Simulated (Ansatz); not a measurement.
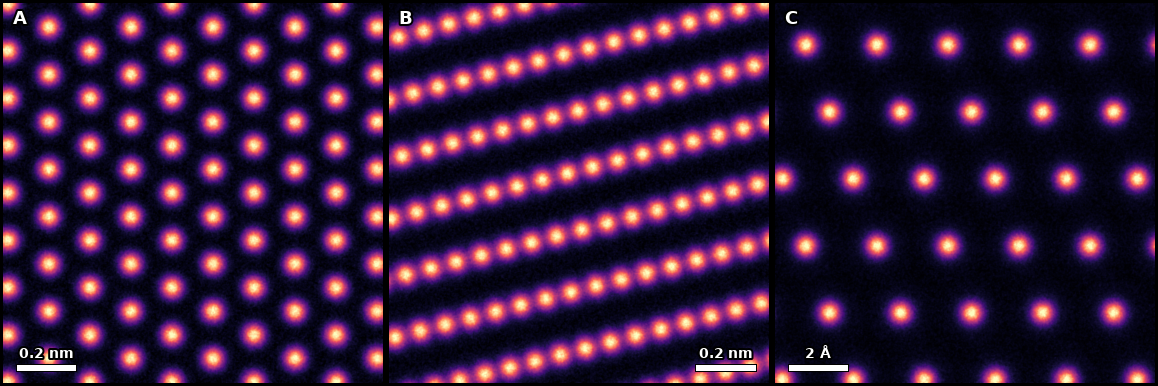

Three views of Mo (Fm-3m, No. 225) along different zone axes. The image is simulated as a sum over atoms of Z^1.7, blurred by a 0.53 Å probe (no channelling). The probe carries 25 % of its weight in a tail 2.5 times as wide. The display is stretched by a gamma of 0.8; percentages refer to the linear signal. Shot noise was added. Structure: the input geometry of an electronic-structure calculation (not necessarily at equilibrium); the starting structure was generated, so it need not be a known form of this composition.

```
Mo
1.0
     3.96875    0.00000    0.00000
     0.00000    3.96875    0.00000
     0.00000    0.00000    3.96875
Mo
4
Direct
  0.00000 0.00000 0.00000
  0.00000 0.50000 0.50000
  0.50000 0.00000 0.50000
  0.50000 0.50000 0.00000
```

**Match the panels to the zone axes [110], [111] and [210].**

A is [111]: projected cell 1.62 × 1.62 Å, 120°, plane group p6mm. B is [210]: projected cell 0.89 × 1.98 Å, 90°, plane group p2mm. C is [110]: projected cell 2.43 × 2.43 Å, 109°, plane group c2mm.
